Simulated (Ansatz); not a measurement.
**Run report: Al, geometry relaxation**

The run: geometry relaxation of Al (slab, 3 atoms in the cell). Method and program: DFT PBE, scalar-relativistic, plane waves, PAW, PAW set soft_1, no spin polarisation (Ansatz 0.2.0).

The structure derives from an entry of the Crystallography Open Database. The input holds or restrains some coordinates. Forces given for the steps count only the free coordinates. Figures and captions count atoms from 1; the log counts them from 0 in places.

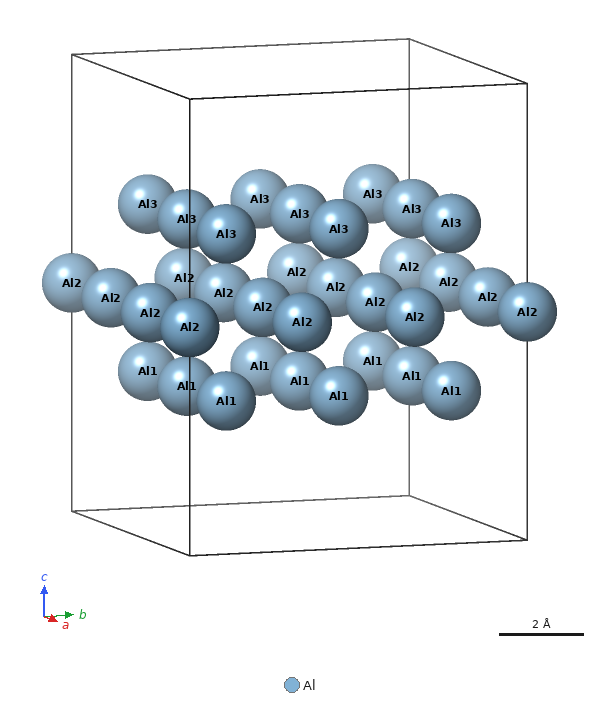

Figure 1. The starting structure (spheres-only view of the 3 × 3 repeat of the cell, with the vacuum cut short, seen slightly off an axis; atoms are numbered from 1 in the order of the input). An atom can appear more than once, as a periodic image.

## Results in brief

| quantity | value |
| --- | --- |
| outcome | converged under the restraints of the input |
| electrons treated | 9 |
| free energy | −1611.5892 eV |
| work function, top face | 4.51 eV |
| work function, bottom face | 4.51 eV |
| Fermi energy | −0.274 eV |
| gap on the k-point mesh | none (metallic) |
| final volume | 147.23 Å³ |
| work function (upper face) | 4.51 eV |
| largest force (length of the vector) at the end, held atoms and coordinates included | 0.029 eV/Å |
| hardware | 1 thread of Arm Neoverse V2, 24 GiB of memory available, shared host |
| wall time | 14 s |
| peak memory | 0.35 GiB |

## Input file
```yaml
crystal:
  lattice:
    - [2.8567582918, 0.0, 0.0]
    - [0.0, 2.8567582918, 0.0]
    - [0.0, 0.0, 18.0400663207]
  atoms:
    - { symbol: Al, position: [0.5, 0.5, 0.388025181] }
    - { symbol: Al, position: [0.0, 0.0, 0.5] }
    - { symbol: Al, position: [0.5, 0.5, 0.611974819] }
basis:
  ecutwfc: 420
kpoints:
  mp_grid: { grid: [10, 10, 1] }
hamiltonian:
  xc: pbe
  pseudopotentials: { kind: paw, azcp: { folder: soft_1 } }
scf:
  occupations: { method: gaussian, width: 0.1 }
output:
  forces: true
  eigenvalues: true
relax:
  adjacent_minimum: "off"
  f_tol: 0.03
  max_steps: 50
  constraints: [{ sites: [0] }]
efield:
  axis: 3
  dipole_correction: true
  ramp_width: 0.04
```

Launched with:
```bash
ansatz run input.yaml --threads 1 --pin off --max-ram 3072MiB --backend cpu --events-out ev --progress --plain --runs-dir out
```

## Log
```
Engine: ansatz 0.2.0, aarch64-unknown-linux-gnu
Pseudopotentials: kind: paw
Pseudopotential: Al, paw, valence charge 3, recommended cutoff 420 eV (normal), [file]
Functional definition: PBE
  parameter kappa = 0.804
  parameter beta = 0.06672455060314922
  exchange = pbe_x(kappa = kappa, mu = beta*pi^2/3)
  correlation = pbe_c(beta = beta)
Crystal: 3 atoms, lattice volume = 147.226 Å³
Basis set: ecut = 420 eV, 2881 PW (Γ), exchange–correlation on 40×40×250 points (8 copies of the dense FFT grid, shifted against one another)
Bands: 9, of which v1, the nominal top of the filled ones, is band 5 counted from 1 (4 counted from 0)
Symmetry: 8 space group operations
k-points: 21 of 100
Non-local potential: Al, projectors of the file, l = 0: 2, l = 1: 2, l = 2: 1
PAW form: soft (Blöchl's): semilocal exchange-correlation on the pseudo side does not see the compensation charge
PAW one-centre angular grid: Al, 110 points (default); XC on 64 Gauss nodes
Initial density: superposition of atomic densities (neutral atoms: chi_scale 0, normalization atom)
Initial wavefunctions: pseudopotential atomic-orbital guess
Functional: x = pbe(κ = 0.804, μ = 0.2195149727645171), c = pbe(β = 0.06672455060314922)
SCF iter   1: F=—  HF=-1611.980685 eV  |F-HF|=—  |Δ(HF+E_count)|=         —  Δρ=1.57e-2  dr2=2.20e0  ethr=3.10e-3  p=0.000 e·Å  D=8.25e-16 V/Å  ΔV_dip=-0.00 eV  dr2_dipole=1.96e-7  V_vac-E_F(+/−)=6.21/6.21 eV  ⟨swp⟩=8.5  Hψ=1886  notcnv=0
efield: sawtooth ramp at fractional position 0.9800 (placed from the atoms, in the widest stretch of the axis that holds none; the zero of the levels goes with the place), width 0.0400; the density the first Hamiltonian is built on has a dipole p = 0.000 e·Å; the dipole correction subtracts the counter field D = 8.25e-16 V/Å, which shifts the + side's vacuum level by -0.00 eV against the − side's; the planar-averaged density in the ramp window peaks in size at 4.1e-8 e/Å³
preconditioner: auto → LDOS  [metal: Δε(μ)=0.089 eV  Ē_g=7.162 eV  σ=0.100 eV  W_gap=0.47  n_scr=8 (ndim 8)  ℏωp=9.2 eV  f_vac=0.471  D(μ)=2.05/eV (n_scr^D=8)  β→1.0]
SCF iter   2: F=—  HF=-1611.558281 eV  |F-HF|=—  |Δ(HF+E_count)|=   4.22e-1  Δρ=7.57e-3  dr2=9.25e-2  ethr=3.10e-3  p=-0.000 e·Å  D=-1.21e-4 V/Å  ΔV_dip=0.00 eV  dr2_dipole=9.37e-7  V_vac-E_F(+/−)=4.73/4.73 eV  ⟨swp⟩=3.7  Hψ=560  notcnv=0  defer=5
SCF iter   3: F=—  HF=-1611.572546 eV  |F-HF|=—  |Δ(HF+E_count)|=   1.43e-2  Δρ=9.53e-4  dr2=5.65e-3  ethr=1.03e-3  p=-0.000 e·Å  D=-1.43e-5 V/Å  ΔV_dip=0.00 eV  dr2_dipole=1.57e-9  V_vac-E_F(+/−)=4.70/4.70 eV  ⟨swp⟩=2.9  Hψ=378  notcnv=0  defer=5
SCF iter   4: F=—  HF=-1611.571698 eV  |F-HF|=—  |Δ(HF+E_count)|=   8.48e-4  Δρ=2.74e-4  dr2=4.92e-4  ethr=6.28e-5  p=-0.000 e·Å  D=-3.38e-6 V/Å  ΔV_dip=0.00 eV  dr2_dipole=1.08e-9  V_vac-E_F(+/−)=4.58/4.58 eV  ⟨swp⟩=2.7  Hψ=305  notcnv=0  defer=5
SCF iter   5: F=—  HF=-1611.571755 eV  |F-HF|=—  |Δ(HF+E_count)|=   5.64e-5  Δρ=7.22e-5  dr2=2.42e-5  ethr=5.46e-6  p=-0.000 e·Å  D=-1.56e-6 V/Å  ΔV_dip=0.00 eV  dr2_dipole=1.51e-9  V_vac-E_F(+/−)=4.54/4.54 eV  ⟨swp⟩=2.6  Hψ=265  notcnv=0  defer=5
SCF iter   6: F=-1611.571754 eV  HF=-1611.571753 eV  |F-HF|=1.76e-7  |Δ(HF+E_count)|=   1.07e-6  Δρ=9.99e-6  dr2=2.15e-7  ethr=2.50e-7  p=0.000 e·Å  D=3.41e-7 V/Å  ΔV_dip=-0.00 eV  dr2_dipole=1.36e-9  V_vac-E_F(+/−)=4.53/4.53 eV  ⟨swp⟩=11.7  Hψ=1377  notcnv=0
SCF 1 converged in 6 iterations: F = -1611.571754 eV  dr2 = 2.15e-7
  greatest PAW one-centre occupation: 0.482 electrons in one spin orbital (limit 2), on the Al atom at site 0 (counted from 0), in its partial waves of l = 0
relax step   1: F+E_penalty+E_count = -1611.57175364 eV  Δ(F+E_penalty+E_count) = +0.000e0 eV  max|allowed force component| = 2.945e-1 eV/Å  Δτ_max = 0.0000 Å  (6 SCF iters, dr2 threshold 2.25e-5 eV, accepted)
Initial density: handed on by an earlier stage of this run
Initial wavefunctions: those handed on with the density
iter 1 solved again at ethr=4.95e-4 eV; its pass at ethr=3.10e-3 eV (dr2=4.45e-2 eV) is discarded
SCF iter   1: F=—  HF=-1611.589832 eV  |F-HF|=—  |Δ(HF+E_count)|=         —  Δρ=2.37e-3  dr2=4.89e-2  ethr=4.95e-4  p=0.000 e·Å  D=3.45e-7 V/Å  ΔV_dip=-0.00 eV  dr2_dipole=1.44e-2  V_vac-E_F(+/−)=4.56/4.56 eV  ⟨swp⟩=1.6  Hψ=1564  notcnv=0  defer=6
efield: sawtooth ramp at fractional position 0.9800 (handed on by an earlier solve), width 0.0400; the density the first Hamiltonian is built on has a dipole p = 0.000 e·Å; the dipole correction subtracts the counter field D = 3.45e-7 V/Å, which shifts the + side's vacuum level by -0.00 eV against the − side's; the planar-averaged density in the ramp window peaks in size at 1.1e-6 e/Å³
eigensolver tolerance schedule calibrated: the retry pair's looser diagonalisation under-reported the residual by θ = 0.09 (0.11/decade); ethr = c·dr2/N_el runs at the constant in force after the calibration composes with the one it found (an armed cap, an earlier calibration), c = 8.1e-2
preconditioner: auto → LDOS  [insulator: Δε(μ)=0.120 eV  Ē_g=6.707 eV  σ=0.100 eV  W_gap=0.56  n_scr=8 (ndim 8)  ℏωp=9.2 eV  f_vac=0.481  D(μ)=1.05/eV (n_scr^D=6)  ε∞_Penn≈2.9  β→1.0]
SCF iter   2: F=—  HF=-1611.584963 eV  |F-HF|=—  |Δ(HF+E_count)|=   4.87e-3  Δρ=6.48e-4  dr2=4.38e-3  ethr=4.38e-4  p=-0.004 e·Å  D=-5.37e-3 V/Å  ΔV_dip=0.10 eV  dr2_dipole=2.11e-3  V_vac-E_F(+/−)=4.56/4.47 eV  ⟨swp⟩=1.8  Hψ=220  notcnv=0  defer=6
SCF iter   3: F=—  HF=-1611.584634 eV  |F-HF|=—  |Δ(HF+E_count)|=   3.28e-4  Δρ=2.48e-4  dr2=5.30e-4  ethr=3.93e-5  p=0.002 e·Å  D=1.99e-3 V/Å  ΔV_dip=-0.04 eV  dr2_dipole=1.87e-4  V_vac-E_F(+/−)=4.46/4.50 eV  ⟨swp⟩=2.2  Hψ=289  notcnv=0  defer=7
SCF iter   4: F=—  HF=-1611.584566 eV  |F-HF|=—  |Δ(HF+E_count)|=   6.86e-5  Δρ=4.59e-5  dr2=2.52e-5  ethr=4.75e-6  p=0.000 e·Å  D=3.76e-4 V/Å  ΔV_dip=-0.01 eV  dr2_dipole=8.99e-6  V_vac-E_F(+/−)=4.48/4.49 eV  ⟨swp⟩=2.0  Hψ=242  notcnv=0  defer=7
iter 5 did not close the SCF: its close was put off until two iterations running show no level that it waits for move by more than its bar (scf_convergence_deferred on its scf_iter line)
SCF iter   5: F=-1611.584565 eV  HF=-1611.584567 eV  |F-HF|=1.57e-6  |Δ(HF+E_count)|=   7.34e-7  Δρ=1.88e-5  dr2=2.27e-6  ethr=4.86e-8  p=0.000 e·Å  D=3.08e-4 V/Å  ΔV_dip=-0.01 eV  dr2_dipole=1.23e-7  V_vac-E_F(+/−)=4.48/4.49 eV  ⟨swp⟩=9.6  Hψ=1213  notcnv=0
SCF iter   6: F=-1611.584567 eV  HF=-1611.584567 eV  |F-HF|=2.47e-9  |Δ(HF+E_count)|=   4.66e-8  Δρ=3.97e-6  dr2=5.69e-8  ethr=2.04e-8  p=0.000 e·Å  D=3.03e-4 V/Å  ΔV_dip=-0.01 eV  dr2_dipole=4.99e-9  V_vac-E_F(+/−)=4.48/4.49 eV  ⟨swp⟩=3.9  Hψ=808  notcnv=0
SCF 2 converged in 6 iterations: F = -1611.584567 eV  dr2 = 5.69e-8
  greatest PAW one-centre occupation: 0.484 electrons in one spin orbital (limit 2), on the Al atom at site 2 (counted from 0), in its partial waves of l = 0
relax step   2: F+E_penalty+E_count = -1611.58456653 eV  Δ(F+E_penalty+E_count) = -1.281e-2 eV  max|allowed force component| = 1.348e-1 eV/Å  Δτ_max = 0.1946 Å  (6 SCF iters, dr2 threshold 5.42e-6 eV, accepted)
SCF iter   1: F=—  HF=-1611.589982 eV  |F-HF|=—  |Δ(HF+E_count)|=         —  Δρ=7.35e-4  dr2=4.39e-3  ethr=4.95e-4  p=0.000 e·Å  D=3.03e-4 V/Å  ΔV_dip=-0.01 eV  dr2_dipole=1.06e-3  V_vac-E_F(+/−)=4.48/4.49 eV  ⟨swp⟩=3.7  Hψ=853  notcnv=0  defer=9
efield: sawtooth ramp at fractional position 0.9800 (handed on by an earlier solve), width 0.0400; the density the first Hamiltonian is built on has a dipole p = 0.000 e·Å; the dipole correction subtracts the counter field D = 3.03e-4 V/Å, which shifts the + side's vacuum level by -0.01 eV against the − side's; the planar-averaged density in the ramp window peaks in size at 1.3e-6 e/Å³
preconditioner: auto → LDOS  [metal: Δε(μ)=0.093 eV  Ē_g=6.760 eV  σ=0.100 eV  W_gap=0.47  n_scr=8 (ndim 8)  ℏωp=9.2 eV  f_vac=0.489  D(μ)=0.93/eV (n_scr^D=6)  β→1.0]
SCF iter   2: F=—  HF=-1611.589247 eV  |F-HF|=—  |Δ(HF+E_count)|=   7.35e-4  Δρ=1.61e-4  dr2=1.40e-4  ethr=4.88e-5  p=0.001 e·Å  D=8.39e-4 V/Å  ΔV_dip=-0.02 eV  dr2_dipole=1.71e-5  V_vac-E_F(+/−)=4.49/4.51 eV  ⟨swp⟩=2.2  Hψ=417  notcnv=0  defer=9
SCF iter   3: F=—  HF=-1611.589231 eV  |F-HF|=—  |Δ(HF+E_count)|=   1.58e-5  Δρ=4.79e-5  dr2=1.90e-5  ethr=1.56e-6  p=0.000 e·Å  D=1.13e-4 V/Å  ΔV_dip=-0.00 eV  dr2_dipole=6.17e-7  V_vac-E_F(+/−)=4.51/4.51 eV  ⟨swp⟩=2.3  Hψ=268  notcnv=0  defer=9
SCF iter   4: F=—  HF=-1611.589230 eV  |F-HF|=—  |Δ(HF+E_count)|=   1.72e-6  Δρ=1.68e-5  dr2=1.71e-6  ethr=2.12e-7  p=0.000 e·Å  D=1.35e-4 V/Å  ΔV_dip=-0.00 eV  dr2_dipole=2.84e-7  V_vac-E_F(+/−)=4.51/4.51 eV  ⟨swp⟩=1.9  Hψ=221  notcnv=0  defer=9
SCF iter   5: F=-1611.589230 eV  HF=-1611.589230 eV  |F-HF|=1.31e-7  |Δ(HF+E_count)|=   4.90e-7  Δρ=5.52e-6  dr2=2.10e-7  ethr=1.26e-8  p=0.000 e·Å  D=9.52e-5 V/Å  ΔV_dip=-0.00 eV  dr2_dipole=2.23e-8  V_vac-E_F(+/−)=4.51/4.51 eV  ⟨swp⟩=9.2  Hψ=1205  notcnv=0
SCF 3 converged in 5 iterations: F = -1611.589230 eV  dr2 = 2.10e-7
relax step   3: F+E_penalty+E_count = -1611.58922986 eV  Δ(F+E_penalty+E_count) = -4.663e-3 eV  max|allowed force component| = 2.891e-2 eV/Å  Δτ_max = 0.0600 Å  (5 SCF iters, dr2 threshold 1.13e-6 eV, accepted)
iter 1 solved again at ethr=2.50e-9 eV; its pass at ethr=3.10e-3 eV (dr2=2.25e-7 eV) is discarded
SCF iter   1: F=—  HF=-1611.589241 eV  |F-HF|=—  |Δ(HF+E_count)|=         —  Δρ=5.60e-6  dr2=2.25e-7  ethr=2.50e-9  p=0.000 e·Å  D=9.52e-5 V/Å  ΔV_dip=-0.00 eV  dr2_dipole=2.25e-8  V_vac-E_F(+/−)=4.51/4.51 eV  ⟨swp⟩=1.0  Hψ=882  notcnv=0
efield: sawtooth ramp at fractional position 0.9800 (handed on by an earlier solve), width 0.0400; the density the first Hamiltonian is built on has a dipole p = 0.000 e·Å; the dipole correction subtracts the counter field D = 9.52e-5 V/Å, which shifts the + side's vacuum level by -0.00 eV against the − side's; the planar-averaged density in the ramp window peaks in size at 1.3e-6 e/Å³
preconditioner: auto → LDOS  [metal: Δε(μ)=0.095 eV  Ē_g=6.756 eV  σ=0.100 eV  W_gap=0.48  n_scr=8 (ndim 8)  ℏωp=9.2 eV  f_vac=0.487  D(μ)=0.94/eV (n_scr^D=6)  β→1.0]
SCF iter   2: F=—  HF=-1611.589230 eV  |F-HF|=—  |Δ(HF+E_count)|=   1.13e-5  Δρ=4.40e-6  dr2=2.15e-7  ethr=2.50e-9  p=0.000 e·Å  D=9.20e-5 V/Å  ΔV_dip=-0.00 eV  dr2_dipole=2.70e-8  V_vac-E_F(+/−)=4.51/4.51 eV  ⟨swp⟩=2.0  Hψ=276  notcnv=0
SCF iter   3: F=-1611.589230 eV  HF=-1611.589230 eV  |F-HF|=1.56e-9  |Δ(HF+E_count)|=   1.25e-8  Δρ=1.24e-6  dr2=3.44e-9  ethr=1.11e-9  p=0.000 e·Å  D=8.80e-5 V/Å  ΔV_dip=-0.00 eV  dr2_dipole=1.43e-10  V_vac-E_F(+/−)=4.51/4.51 eV  ⟨swp⟩=4.1  Hψ=762  notcnv=0
SCF 4 converged in 3 iterations: F = -1611.589230 eV  dr2 = 3.44e-9
relax step   4: F+E_penalty+E_count = -1611.58923002 eV  Δ(F+E_penalty+E_count) = -1.609e-7 eV  max|allowed force component| = 2.883e-2 eV/Å  Δτ_max = 0.0000 Å  (3 SCF iters, accepted)
```

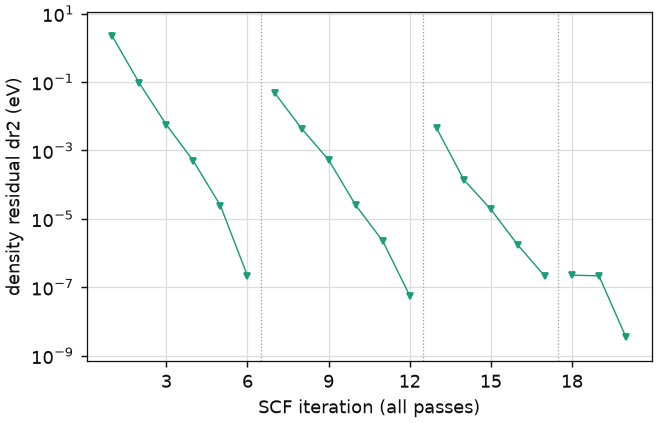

Figure 2. Convergence of the self-consistent field: density residual dr2 against the SCF iteration. The dotted lines part the SCF passes of the relaxation: geometry steps, rejected trials and re-solves on a re-selected basis. The passes take 6, 6, 5 and 3 iterations.

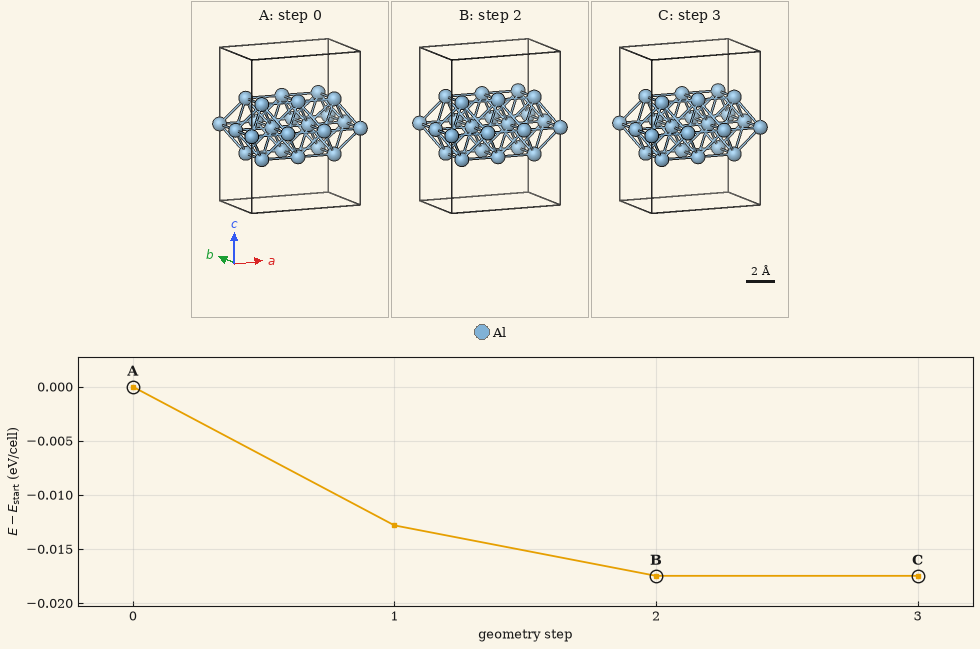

Figure 3. Frames of the restrained relaxation (ball-and-stick view of the 3 × 2 repeat of the cell, with the vacuum cut short, seen slightly off an axis) above the curves, on which the letters mark them (the first geometry is step 0 here and step 1 in the log).

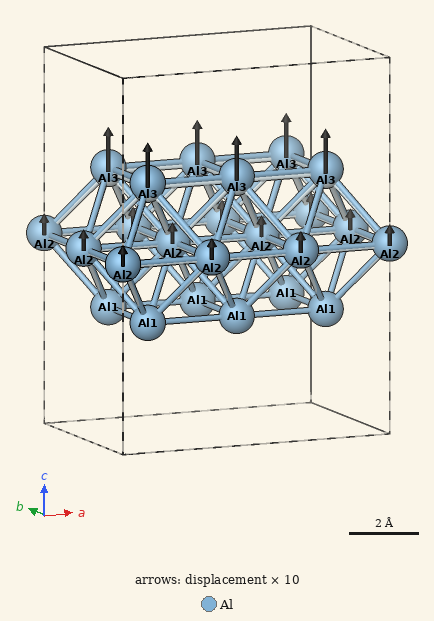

Figure 4. Start (faint) and end (solid) with the displacements as black arrows, magnified 10 times (ball-and-stick view of the 3 × 2 repeat of the cell, with the vacuum cut short, seen slightly off an axis). Over 3 geometry steps the energy falls by 17.5 meV per cell of the calculation. The largest force component goes from 0.29 to 0.029 eV/Å. The largest move is that of Al3, 0.13 Å. The cell doesn't change. Distances before and after: Al2–Al3 2.857 → 2.907 Å, Al1–Al2 2.857 → 2.903 Å. (Atoms are counted from 1 in the order of the input.)

```
SCF converged after 3 iterations
Free energy (F): -1611.589230 eV
Harris-Foulkes:  -1611.589230 eV  (|F-HF|=1.56e-9)
Internal energy: -1611.584537 eV  (E = F + TS)
E sigma→0 (E₀):  -1611.586883 eV
Entropy (-TS):   -0.004693 eV (-1.564 meV/atom)
Fermi energy:    -0.274113 eV
Dipole field:    D = 0.000069 V/Å  (p = 0.000056 e·Å, saw-weighted, corrected)
Work function:   Φ+ = 4.5070 eV   Φ− = 4.5082 eV
Levels:          The Fermi level and band energies are counted from a zero that moves with the ramp; work functions are not
--- Per-component energies (eV) ---
  E_band       = -36.535021
  E_kinetic    = 61.662670
  E_local      = -1122.325679  (includes V_loc(G=0)·N_el)
  E_nonlocal   = 30.501608
  E_hartree    = 543.502363
  E_xc         = -109.738539
  E_vxc        = -83.020878  (∫ρ·V_xc dr)
  E_paw        = -1408.011780  (= ΣΔE_a)
  E_vpaw       = -10.356785  (= ΣTr[D̂ρ^β])
  E_aug_tail   = -0.000006  (compensation charges beyond the density's cutoff)
  E_efield     = 0.000000  (sawtooth field / dipole correction)
  E_vefield    = -0.000041  (∫n·V_field dr)
  E_ewald      = 392.824827
  E_smearing   = -0.004693  (= −TS)
  E_closure    = -0.000000  (closes the sum)
  Σ components = -1611.589230   (vs F -1611.589230, Δ=0.00e0)
--- Forces (eV/Å), atoms counted from 1 ---
  atom   1  Al     0.00000000     0.00000000     0.01796036
  atom   2  Al     0.00000000     0.00000000     0.01087679
  atom   3  Al     0.00000000     0.00000000    -0.02883010
  max |Σ_I F_I| component: 7.05e-6 eV/Å
--- Band table (eV; the first three rows and the last of 21) ---
  k-point 0: bands = ["-10.3187", "-8.2170", "-5.0148", "-2.0188", "1.7432", "3.7086", "4.1405", "5.9910", "6.1047"]
  k-point 1: bands = ["-10.1384", "-8.0385", "-4.8374", "-1.8504", "1.9066", "3.5226", "3.8885", "4.3265", "5.4398"]
  k-point 2: bands = ["-9.5986", "-7.5045", "-4.3074", "-1.3480", "0.7598", "2.4636", "2.7689", "4.4346", "4.8567"]
  k-point 20: bands = ["-2.1591", "-2.1591", "-0.9472", "-0.6017", "-0.2151", "-0.2151", "1.2605", "1.3322", "2.7626"]
--- Relaxed structure (4 steps of the walk, 4 accepted, 0 SCFs on fresh bases) ---
  F+E_penalty+E_count = -1611.58923002 eV   max|allowed force component| = 2.883e-2 eV/Å
  atoms:
    - { symbol: Al, position: [0.5, 0.5, 0.388025181] }
    - { symbol: Al, position: [8.427077773412783e-36, 0.0, 0.5035929019196361] }
    - { symbol: Al, position: [0.5, 0.5, 0.6194376028430418] }
```

## Trajectory as extended XYZ (Å, eV, eV/Å), 4 frames, from step=1 to step=4
```
3
Lattice="2.8568 0.0000 0.0000 0.0000 2.8568 0.0000 0.0000 0.0000 18.0401" Properties=species:S:1:pos:R:3:forces:R:3 step=1 energy=-1611.57175
Al    1.4284    1.4284    7.0000    0.0000   0.0000  -0.2945
Al    0.0000    0.0000    9.0200    0.0000   0.0000  -0.0001
Al    1.4284    1.4284   11.0401    0.0000   0.0000   0.2945
3
Lattice="2.8568 0.0000 0.0000 0.0000 2.8568 0.0000 0.0000 0.0000 18.0401" Properties=species:S:1:pos:R:3:forces:R:3 step=2 energy=-1611.58457
Al    1.4284    1.4284    7.0000    0.0000   0.0000   0.1005
Al    0.0000    0.0000    9.1086    0.0000   0.0000   0.0343
Al    1.4284    1.4284   11.2347    0.0000   0.0000  -0.1348
3
Lattice="2.8568 0.0000 0.0000 0.0000 2.8568 0.0000 0.0000 0.0000 18.0401" Properties=species:S:1:pos:R:3:forces:R:3 step=3 energy=-1611.58923
Al    1.4284    1.4284    7.0000    0.0000   0.0000   0.0178
Al    0.0000    0.0000    9.0848    0.0000   0.0000   0.0111
Al    1.4284    1.4284   11.1747    0.0000   0.0000  -0.0289
3
Lattice="2.8568 0.0000 0.0000 0.0000 2.8568 0.0000 0.0000 0.0000 18.0401" Properties=species:S:1:pos:R:3:forces:R:3 step=4 energy=-1611.58923
Al    1.4284    1.4284    7.0000    0.0000   0.0000   0.0180
Al    0.0000    0.0000    9.0848    0.0000   0.0000   0.0109
Al    1.4284    1.4284   11.1747    0.0000   0.0000  -0.0288
```

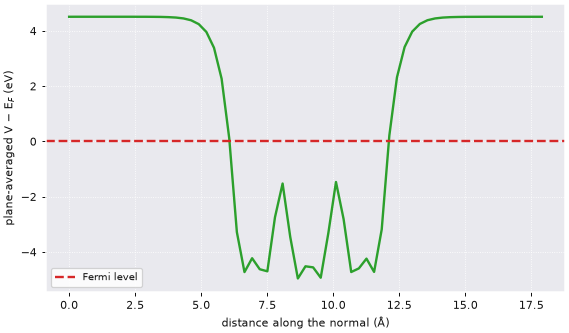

Figure 5. Plane average of the electrostatic potential energy of an electron across the cell, from the Fermi level. The vacuum level lies 4.51 eV above the Fermi level.
